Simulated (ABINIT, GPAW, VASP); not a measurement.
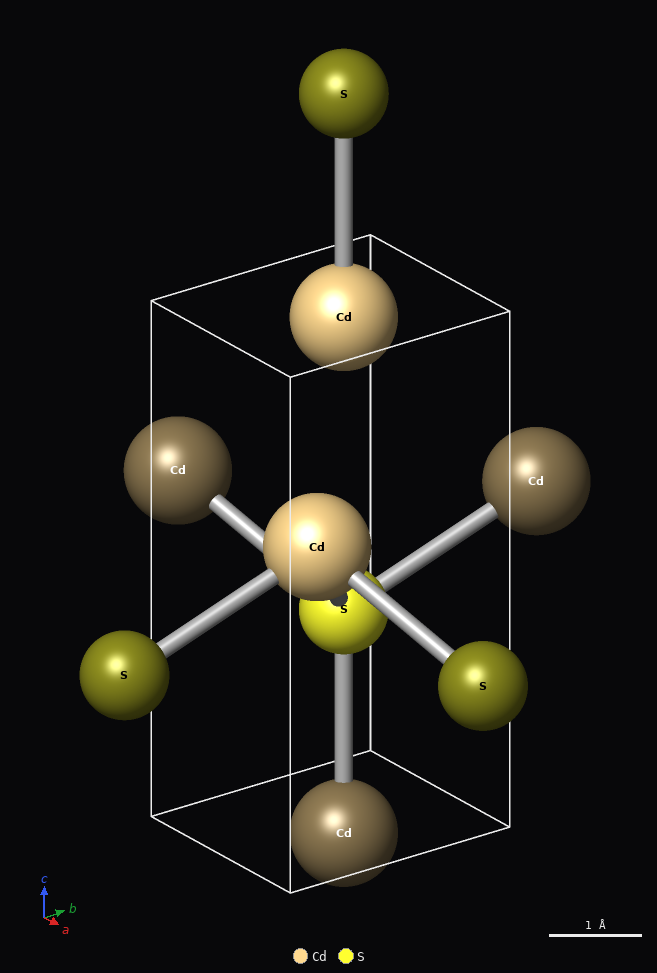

Cd2S, space group P3m1 (No. 156), a = 3.963 Å, b = 3.963 Å, c = 5.809 Å, α = 90.00°, β = 90.00°, γ = 120.00°. Crystal structure, ball-and-stick style, seen slightly off an axis. The conventional unit cell is outlined; an atom on or near a face, edge or corner is repeated at each equivalent position. Periodic images bonded to atoms of the box are shown as well, in fainter colours. The cell is a structure listed in the Materials Project. It needn't be the stable form of this composition.

One fixed geometry in three programs or potential sets. Alike in all runs: functional PBE; k mesh 8 × 8 × 5 on the run's cell of 3 atoms; occupations fermi-dirac, width 0.05 eV; no spin polarisation; no spin-orbit coupling.

```tsv
program	gap (eV)	pressure (GPa)
VASP (PBE potentials, release 64 Cd, S)	?	?
GPAW (PAW data 1.2.1)	0.24	-0.4
ABINIT (JTH PAW PBE v2.0)	0.24	-0.1
```

> What does VASP (PBE potentials, release 64 Cd, S) give?

A gap of 0.23 eV and a pressure of 0.1 GPa. The other rows span 0.24 to 0.24 eV and -0.4 to -0.1 GPa.

> Is this cell larger or smaller than the equilibrium cell of this functional?

The pressures reach from -0.4 to 0.1 GPa, across zero or close to it, so the programs don't settle the sign.

Gaps are the least found on the k-mesh; a mesh with odd divisions misses some points on the zone boundary, so where the band edges lie there the true gap is smaller. Plane-wave pressures hold the error of each finite cutoff.

Caveat: gaps of a few tenths of an eV or less are fragile: at this level of theory the bands may already be inverted off the mesh, while the real compound's gap is often wider than semilocal functionals give.
